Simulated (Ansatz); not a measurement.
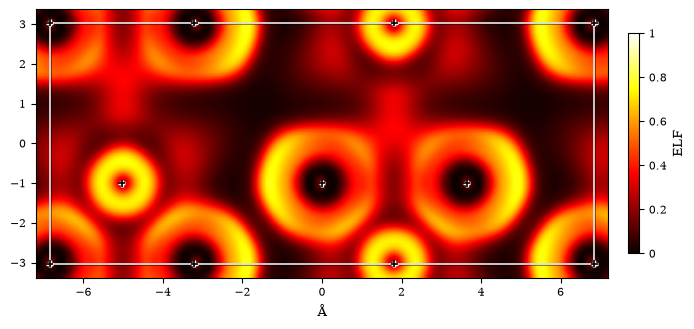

The ELF on a plane through atoms (crosses mark nuclei in the plane).

Theory: DFT PBE+D3(BJ), scalar-relativistic, plane waves, PAW (Ansatz).

Candidates:
A. Te2Mo, a = 3.50 Å, b = 3.50 Å, c = 13.70 Å, α = 90.00°, β = 90.00°, γ = 120.00°. Space group P6₃/mmc; computed without spin polarisation.
B. Te2Pt (slab), a = 4.05 Å, b = 4.05 Å, c = 27.91 Å, α = 90.00°, β = 90.00°, γ = 120.00°. 

Question: Which system is this?

Answer: Candidate A: Te2Mo on the (110) plane of the conventional cell, which holds Te and Mo. Te–Mo (2.72 Å): the ELF is about 0.55 at the midpoint.
